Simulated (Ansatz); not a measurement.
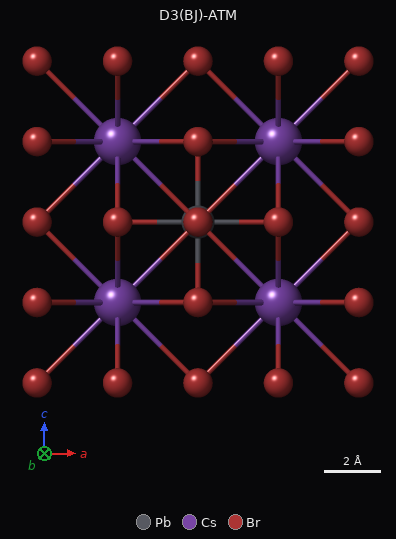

Solid CsPbBr$_{3}$ (set up in Pm-3m), relaxed (cell and atoms) with several dispersion corrections. The picture shows the result with D3(BJ)-ATM. A ball-and-stick model of the cell of the calculation, seen along the b axis.

Computed with Ansatz 0.2.0: PBEsol, Ansatz PAW. Settings: plane-wave cutoff 420 eV; k-point mesh 5 × 5 × 5; occupations fermi-dirac; smearing width 0.05 eV; no spin polarisation; cell and atoms relaxed; force threshold 0.01 eV/Å.

| dispersion correction | volume (Å³/atom) | a (Å) |
| --- | --- | --- |
| D3(BJ) | ? | ? |
| D3(BJ)-ATM | 38.914 | 5.795 |
| D4 | 39.502 | 5.824 |
| none | 40.452 | 5.870 |

### Fill in the missing row.

With D3(BJ) the volume is the smallest of the series, below D3(BJ)-ATM (38.914). The calculation gives 38.769 Å³/atom (a = 5.787 Å). In order of volume: D3(BJ) < D3(BJ)-ATM < D4 < none; the spread is 4.3 %.

Each member starts from this one structure; whether another phase lies lower wasn't checked.
